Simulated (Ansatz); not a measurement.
## Electronic structure of Zn18HO18 (cell with a defect) in real space

The calculation's input:

```
crystal:
  lattice:
    - [-1.0e-10, -5.680065669, -5.2931776513]
    - [-4.9190811645, 2.8400328345, -5.2931776513]
    - [4.9190811645, 2.8400328344, -5.2931776513]
  atoms:
    - { symbol: Zn, position: [0.388688156, 0.0553548227, 0.0553548227] }
    - { symbol: Zn, position: [0.0553548227, 0.388688156, 0.0553548227] }
    - { symbol: Zn, position: [0.388688156, 0.7220214894, 0.388688156] }
    - { symbol: Zn, position: [0.388688156, 0.388688156, 0.7220214894] }
    - { symbol: Zn, position: [0.0553548227, 0.0553548227, 0.388688156] }
    - { symbol: Zn, position: [0.723907192, 0.7229791691, 0.0470598208], spin: 0.1 }
    - { symbol: Zn, position: [0.7220214894, 0.388688156, 0.388688156] }
    - { symbol: Zn, position: [0.0571978401, 0.7084683853, 0.7290594538], spin: 0.1 }
    - { symbol: Zn, position: [0.7238722084, 0.0592227398, 0.7349759276], spin: 0.1 }
    - { symbol: Zn, position: [0.4442437116, 0.4442437116, 0.1109103782] }
    - { symbol: Zn, position: [0.1161964615, 0.7625243818, 0.1109452255], spin: 0.1 }
    - { symbol: Zn, position: [0.4442437116, 0.1109103782, 0.4442437116] }
    - { symbol: Zn, position: [0.4442437116, 0.7775770449, 0.7775770449] }
    - { symbol: Zn, position: [0.1109103782, 0.4442437116, 0.4442437116] }
    - { symbol: Zn, position: [0.7758589513, 0.1160493529, 0.1240662393], spin: 0.1 }
    - { symbol: Zn, position: [0.7775770449, 0.7775770449, 0.4442437116] }
    - { symbol: Zn, position: [0.1048439652, 0.1194923943, 0.7808311969], spin: 0.1 }
    - { symbol: Zn, position: [0.7775770449, 0.4442437116, 0.7775770449] }
    - { symbol: O, position: [0.2623196218, 0.9289862884, 0.9289862884] }
    - { symbol: O, position: [0.9289862884, 0.2623196218, 0.9289862884] }
    - { symbol: O, position: [0.2623196218, 0.5956529551, 0.2623196218] }
    - { symbol: O, position: [0.2623196218, 0.2623196218, 0.5956529551] }
    - { symbol: O, position: [0.9289862884, 0.9289862884, 0.2623196218] }
    - { symbol: O, position: [0.5956529551, 0.5956529551, 0.9289862884] }
    - { symbol: O, position: [0.5956529551, 0.2623196218, 0.2623196218] }
    - { symbol: O, position: [0.9289862884, 0.5956529551, 0.5956529551] }
    - { symbol: O, position: [0.5956529551, 0.9289862884, 0.5956529551] }
    - { symbol: O, position: [0.3178751773, 0.3178751773, 0.984541844] }
    - { symbol: O, position: [0.9778266502, 0.6615234744, 0.9834492422], spin: 0.1 }
    - { symbol: O, position: [0.3178751773, 0.984541844, 0.3178751773] }
    - { symbol: O, position: [0.3178751773, 0.6512085106, 0.6512085106] }
    - { symbol: O, position: [0.984541844, 0.3178751773, 0.3178751773] }
    - { symbol: O, position: [0.6568418417, 0.9800025426, 0.9913844718], spin: 0.1 }
    - { symbol: O, position: [0.6512085106, 0.6512085106, 0.3178751773] }
    - { symbol: O, position: [0.9823310139, 0.9723915383, 0.6530152933], spin: 0.1 }
    - { symbol: O, position: [0.6512085106, 0.3178751773, 0.6512085106] }
    - { symbol: H, position: [0.9202177595, 0.9327851299, 0.9355766224], spin: 0.1 }
  host:
    lattice:
      - [3.279387443, 0.0, 0.0]
      - [-1.6396937215, 2.8400328345, 0.0]
      - [0.0, 0.0, 5.2931776513]
    atoms:
      - { symbol: Zn, position: [0.6666666667, 0.3333333333, 0.5006021986] }
      - { symbol: Zn, position: [0.3333333333, 0.6666666667, 0.0006021986] }
      - { symbol: O, position: [0.6666666667, 0.3333333333, 0.8797078014] }
      - { symbol: O, position: [0.3333333333, 0.6666666667, 0.3797078014] }
basis:
  ecutwfc: 420
  xc_grid: 2
kpoints:
  mp_grid: { grid: [2, 2, 2], shift: [0.5, 0.5, 0.5] }
hamiltonian:
  xc: pbe
scf:
  occupations: { method: gaussian, width: 0.02 }
  lower_state_search: "off"
output:
  forces: true
  stress: false
  eigenvalues: true
  populations: true
  charged_corrections:
    defect_position: [0.93055556, 0.93055556, 0.93055556]
    epsilon: [[10.5641, 0.0, 0.0], [0.0, 10.5641, 0.0], [0.0, 0.0, 11.6128]]
  write_density: true
  write_potential: true
  elf: true
  volumetric_format: npy
magnetization:
  spin_polarized: true
relax:
  adjacent_minimum: "off"
  f_tol: 0.03
  max_steps: 40
```

Run with:

```sh
ansatz run input.yaml --threads 8 --pin off --max-ram 16384MiB --backend cpu --events-out ev --progress --plain --runs-dir out
```

The fields are those of the run's last geometry, not of the input's.

Spin-polarised.

The calculation used DFT PBE, scalar-relativistic, plane waves, PAW (Ansatz).

Core electrons are frozen (PAW), and the valence fields are smoothed inside the atomic spheres.

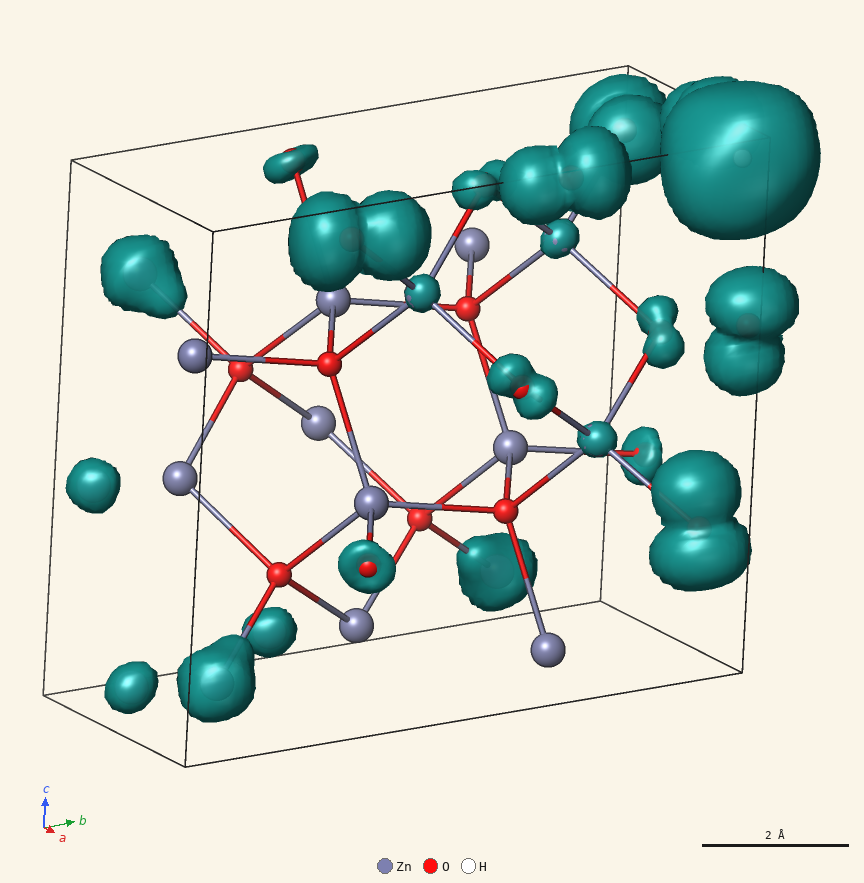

Figure 1. Isosurface of the spin density at +0.008 e/Å³ (teal), seen slightly off an axis. Sticks mark near contacts.

Q: Where is the spin, and how is it ordered?

A: The spin density sits on H: +0.4 μB in one cell of 37 atoms, with smaller moments on O (up to +0.08 μB): with much of the spin spread outside that site. The cell of the calculation (37 atoms) carries 1.0 μB of net spin moment.

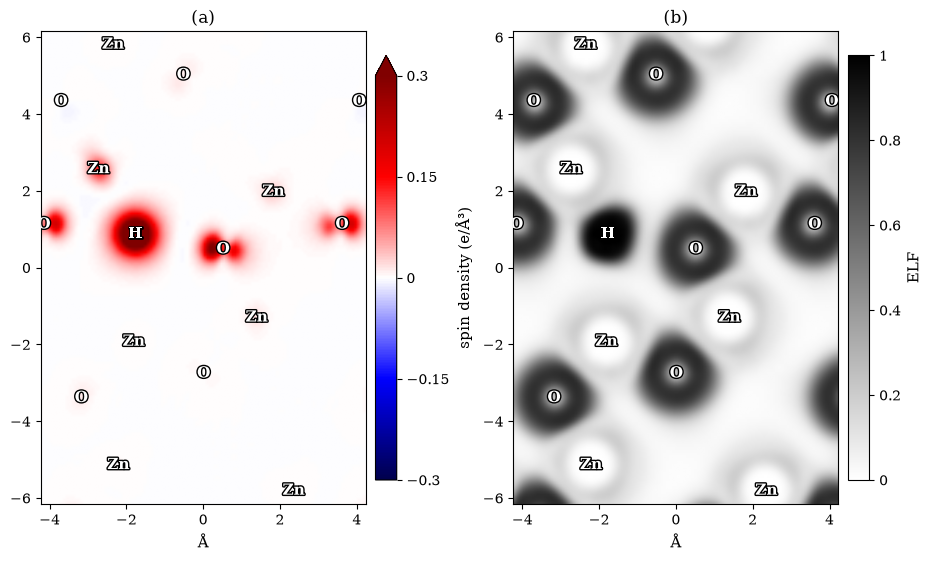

Figure 2. (a) magnetisation density (up minus down); (b) ELF on the (11̄0) plane of the calculation cell.

Q: What does the map show?

A: The plane passes through Zn, O and H nuclei.
Zn–H (1.94 Å): the ELF climbs to about 1 towards the hydrogen.
Zn–O (1.98 Å): the ELF peaks at about 0.85 in the valence shell of O, 0.6 Å from its nucleus, and is about 0.25 at the midpoint; no localised pair shows between them.
Zn–O (2.01 Å): the ELF peaks at about 0.85 in the valence shell of O, 0.6 Å from its nucleus, and is about 0.25 at the midpoint (no shared electron pair shows on this line).

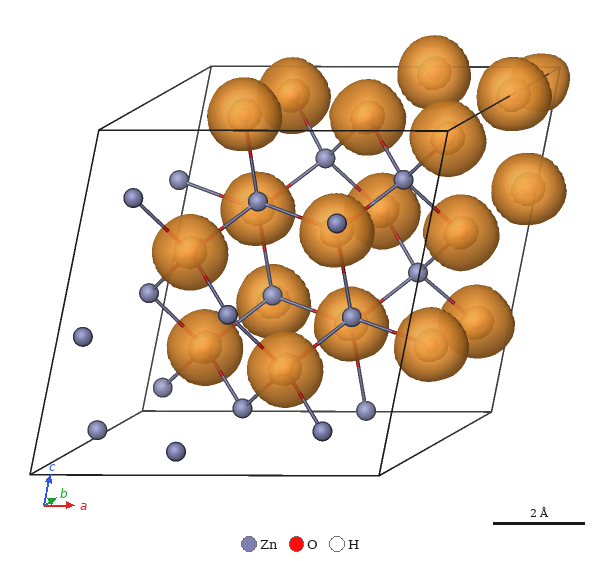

Figure 3. Isosurface of the ELF at 0.7 (orange), seen at an oblique angle. Only the valence region is drawn (cores and ρ < 0.01 e/Å³ removed). Sticks mark near contacts.

Q: Where are the electrons localised?

A: The surface consists of one region around a hydrogen nucleus and 18 regions wrapped around O (the valence shell of each), counted in one cell of 37 atoms. Regions shared between cells count once.

Q: Does the calculation make it a metal, or give it a gap?

A: It is gapped, with a Kohn–Sham gap of 0.71 eV on the k-point mesh (the band edges may lie off the mesh, which would make the gap smaller).
